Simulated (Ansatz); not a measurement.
Consider Ti$_{16}$B (cell with a defect).

Input file:

```
crystal:
  lattice:
    - [6.5110110536, 0.0, 0.0]
    - [0.0, 6.5110110536, 0.0]
    - [0.0, 0.0, 6.5110110536]
  atoms:
    - { symbol: Ti, position: [0.0, 0.0, 0.0] }
    - { symbol: Ti, position: [0.5, 0.0, 0.0] }
    - { symbol: Ti, position: [0.0, 0.5, 0.0] }
    - { symbol: Ti, position: [0.0, 0.0, 0.5] }
    - { symbol: Ti, position: [0.25, 0.25, 0.25] }
    - { symbol: Ti, position: [0.5, 0.5, 0.0] }
    - { symbol: Ti, position: [0.5, 0.0, 0.5] }
    - { symbol: Ti, position: [0.75, 0.25, 0.25] }
    - { symbol: Ti, position: [0.0, 0.5, 0.5] }
    - { symbol: Ti, position: [0.25, 0.75, 0.25] }
    - { symbol: Ti, position: [0.25, 0.25, 0.75] }
    - { symbol: Ti, position: [0.5, 0.5, 0.5] }
    - { symbol: Ti, position: [0.75, 0.75, 0.25] }
    - { symbol: Ti, position: [0.75, 0.25, 0.75] }
    - { symbol: Ti, position: [0.25, 0.75, 0.75] }
    - { symbol: Ti, position: [0.75, 0.75, 0.75] }
    - { symbol: B, position: [0.2422577427, 0.1328991118, 0.0058672961] }
basis:
  ecutwfc: 420
  xc_grid: 2
kpoints:
  mp_grid: { grid: [4, 4, 4], shift: [0.5, 0.5, 0.5] }
hamiltonian:
  xc: pbe
scf:
  occupations: { method: gaussian, width: 0.1 }
output:
  forces: true
  stress: false
  eigenvalues: true
  write_density: true
  write_potential: true
  elf: true
  volumetric_format: npy
relax:
  adjacent_minimum: "off"
  f_tol: 0.02
  max_steps: 60
```

Command:

```sh
ansatz run input.yaml --threads 4 --pin off --max-ram 10240MiB --backend cpu --events-out ev --progress --plain --runs-dir out
```

The fields are those of the run's last geometry, not of the input's.

Computed without spin polarisation.

Theory: DFT PBE, scalar-relativistic, plane waves, PAW in Ansatz.

> What can the converged valence pseudo-density and electron localisation function tell about the bonding?

Ti–B (2.06 Å): ρ is about 0.61 e/Å³ halfway; the ELF peaks at about 0.70 in the valence shell of B, 0.7 Å from its nucleus, and is about 0.30 at the midpoint.
Ti–Ti (2.45 Å): ρ at the midpoint is about 0.28 e/Å³; the ELF is about 0.10 at the midpoint; no shared electron pair shows on this line.
The ELF has a maximum of about 0.70 in the space between the atoms, 1.8 Å from four Ti atoms, on no atom or two-centre bond.

> Metal or insulator at this level of theory?

It is metallic or semimetallic at this level of theory: no gap opens.

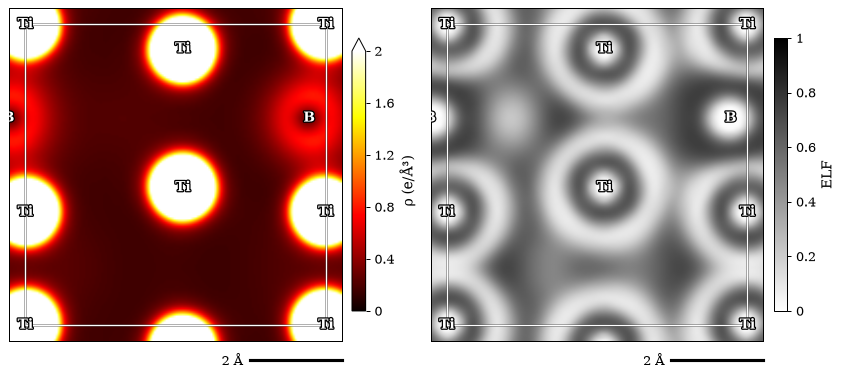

Computed valence pseudo-density and electron localisation function on the (100) plane of the calculation cell, in this order. 
